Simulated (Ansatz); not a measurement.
Structure data:

```cif
data_structure
_symmetry_space_group_name_H-M 'P 1'
_symmetry_Int_Tables_number 1
_cell_length_a 5.4174
_cell_length_b 5.4174
_cell_length_c 5.4174
_cell_angle_alpha 90.000
_cell_angle_beta 90.000
_cell_angle_gamma 90.000
_cell_volume 158.99
loop_
_atom_site_label
_atom_site_type_symbol
_atom_site_fract_x
_atom_site_fract_y
_atom_site_fract_z
_atom_site_occupancy
Al1 Al 0.25000 0.25000 0.75000 1
Al2 Al 0.25000 0.75000 0.75000 1
Cu1 Cu 0.00000 0.00000 0.00000 1
Al3 Al 0.25000 0.75000 0.25000 1
Al4 Al 0.25000 0.25000 0.25000 1
Cu2 Cu 0.00000 0.50000 0.50000 1
Al5 Al 0.75000 0.25000 0.25000 1
Al6 Al 0.75000 0.75000 0.25000 1
Cu3 Cu 0.50000 0.00000 0.50000 1
Al7 Al 0.75000 0.75000 0.75000 1
Al8 Al 0.75000 0.25000 0.75000 1
Cu4 Cu 0.50000 0.50000 0.00000 1
```

What crystal do these data define?

It has the composition Al₂Cu. The atoms follow space group Fm-3m (No. 225); the Bravais lattice is face-centred cubic. In terms of structure types, this is antifluorite. With Z = 4, the cell contains 8 Al, 4 Cu. Al is coordinated by four Cu in a tetrahedral arrangement at 2.35 Å. Cu is coordinated by eight Al in a cubic arrangement at 2.35 Å. The bonds build a three-dimensional framework.

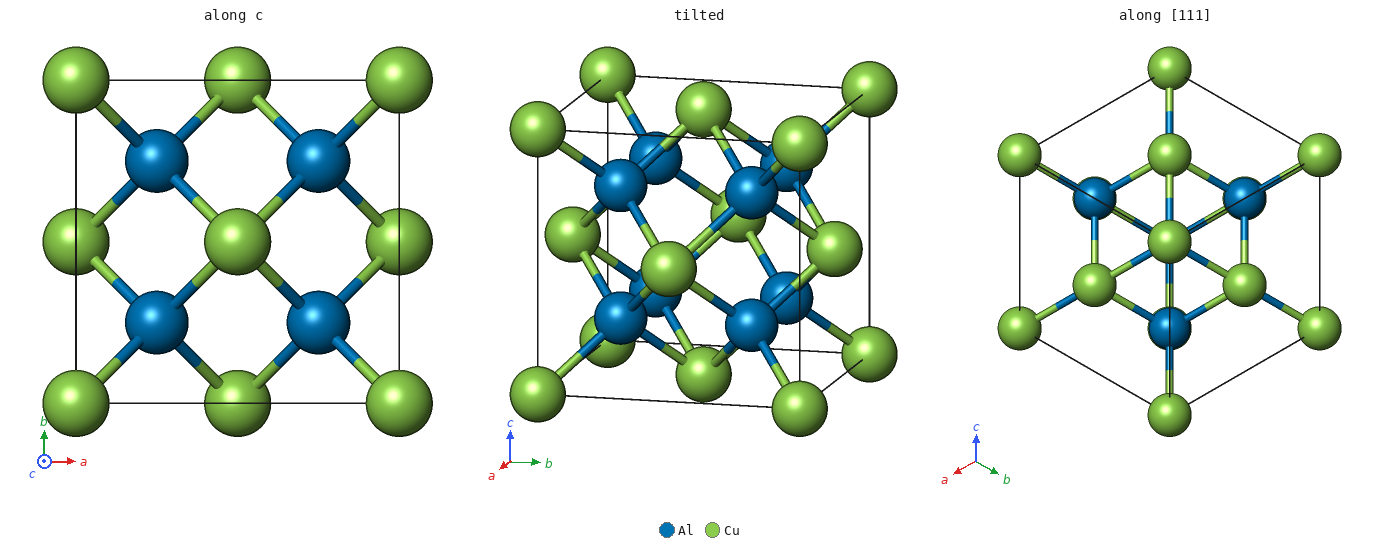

The figure gives a ball-and-stick picture of the atoms, viewed along the c axis, slightly off an axis and along [111]. The outline marks the conventional unit cell.

It goes back to a structure listed in the Materials Project. It was relaxed with DFT PBEsol, scalar-relativistic, plane waves, PAW in Ansatz under a constraint or pressure on the cell, so some stress remains.

At this level of theory the cell isn't at rest (compressed, at 25 GPa), so its distances can differ from those at equilibrium, the more so the softer the solid.
